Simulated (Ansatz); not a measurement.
System: Si$_{3}$N$_{4}$.

```cif
data_structure
_symmetry_space_group_name_H-M 'P 1'
_symmetry_Int_Tables_number 1
_cell_length_a 5.4227
_cell_length_b 5.4227
_cell_length_c 2.5256
_cell_angle_alpha 90.000
_cell_angle_beta 90.000
_cell_angle_gamma 120.000
_cell_volume 64.32
loop_
_atom_site_label
_atom_site_type_symbol
_atom_site_fract_x
_atom_site_fract_y
_atom_site_fract_z
_atom_site_occupancy
Si1 Si 0.82400 0.17600 0.00000 1
Si2 Si 0.82400 0.64800 0.00000 1
Si3 Si 0.35200 0.17600 0.00000 1
N1 N 0.97182 0.48591 0.50000 1
N2 N 0.00000 0.00000 0.50000 1
N3 N 0.51409 0.48591 0.50000 1
N4 N 0.51409 0.02818 0.50000 1
```

Space group P-6m2; a structure generated by program, which may or may not match a known phase.

Theory: DFT PBE, scalar-relativistic, plane waves, PAW (Ansatz).

What will maps of the valence pseudo-density and electron localisation function show?

Si–N (1.93 Å): ρ at the midpoint is about 0.76 e/Å³; the ELF peaks at about 0.85 between the atoms.
Si–Si (2.53 Å): the density is about 0.31 e/Å³ at the midpoint; the ELF is about 0.20 at the midpoint; no shared electron pair shows on this line.

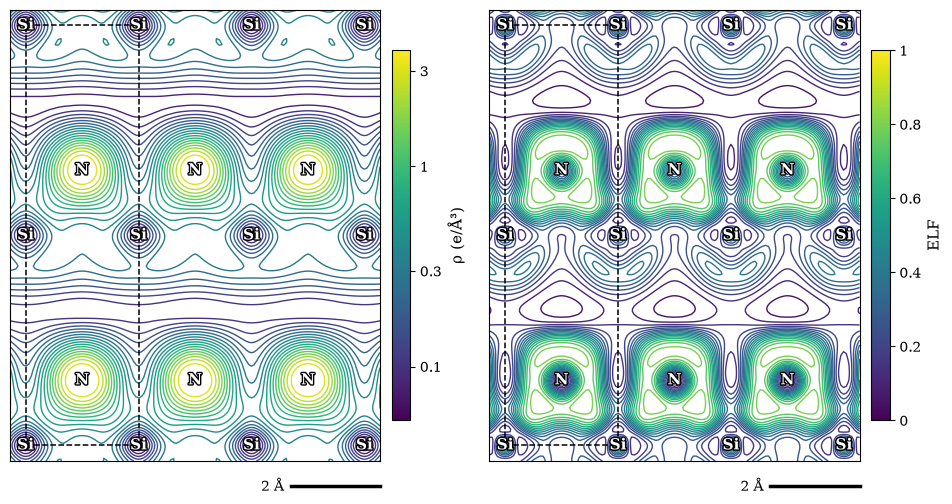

Computed valence pseudo-density and electron localisation function on the (110) plane of the conventional cell, in this order. 

The density is the valence pseudo-density of a PAW calculation; it isn't the true density close to the nuclei.
